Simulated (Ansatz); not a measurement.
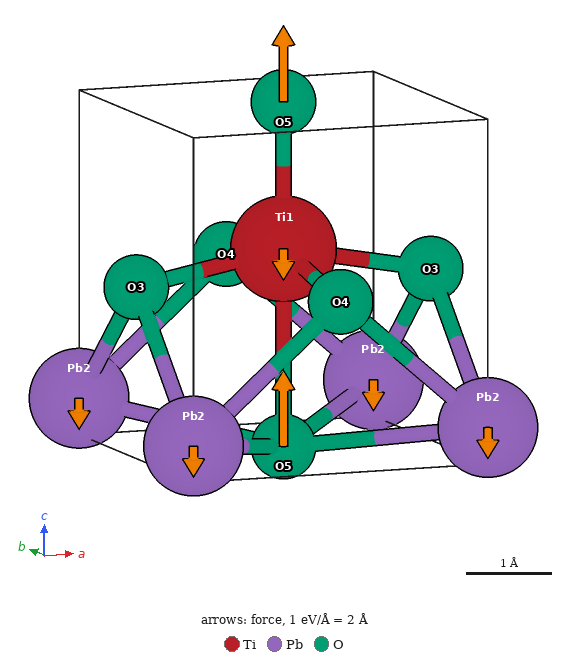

Starting geometry of a crystal of TiPbO3 (set up in P4mm) with the computed forces as orange arrows. A ball-and-stick model of the cell of the calculation, seen slightly off an axis.

Case: equal strain along all axes, cell held, atoms relaxed: -3.0 %.

Computed with Ansatz, DFT PBEsol, scalar-relativistic, plane waves, PAW.

Input file:
```yaml
crystal:
  lattice:
    - [3.7431790799, 0.0, 0.0]
    - [0.0, 3.7431790799, 0.0]
    - [0.0, 0.0, 4.1398386173]
  atoms:
    - { symbol: Ti, position: [0.5, 0.5, 0.581980838] }
    - { symbol: Pb, position: [0.0, 0.0, 0.1057106488] }
    - { symbol: O, position: [0.0, 0.5, 0.4972807735] }
    - { symbol: O, position: [0.5, 0.0, 0.4972807735] }
    - { symbol: O, position: [0.5, 0.5, 1.0079469763] }
basis:
  ecutwfc: 420
kpoints:
  mp_grid: { grid: [8, 8, 6] }
hamiltonian:
  xc: pbesol
scf:
  occupations: { method: gaussian, width: 0.02 }
output:
  forces: true
  stress: true
  eigenvalues: true
relax:
  adjacent_minimum: "off"
  f_tol: 0.008
  max_steps: 40
```

Command:
```bash
ansatz run input.yaml --threads 1 --pin off --max-ram 2560MiB --backend cpu --events-out ev --progress --plain --runs-dir out
```

Q: Is this structure relaxed? If not, where do the atoms go?

A: It isn't relaxed: the largest force vector, on O5, is 0.47 eV/Å. The final displacements follow the starting forces only in part (cosine between the two patterns 0.77). After 4 accepted moves (5 points after the start) the energy has fallen by 1.7 meV per atom. Largest force component: 0.47 eV/Å at the start, 0.0028 eV/Å at the end. 1 step only repeated the SCF at the same geometry. The atom that moves furthest is Pb2 (0.033 Å along −c). Largest moves by element: Pb 0.033 Å, O 0.024 Å, Ti 0.002 Å. The cell doesn't change. Some distances before and after: Ti1–O5 2.376 → 2.350 Å, Ti1–O5 (another image) 1.763 → 1.790 Å, Pb2–O3 2.476 → 2.502 Å, Pb2–O5 2.678 → 2.669 Å. The space group stays P4mm (No. 99). Cost: 60 s on 1 thread of Arm Neoverse V2 (shared host), peak memory 0.48 GiB.
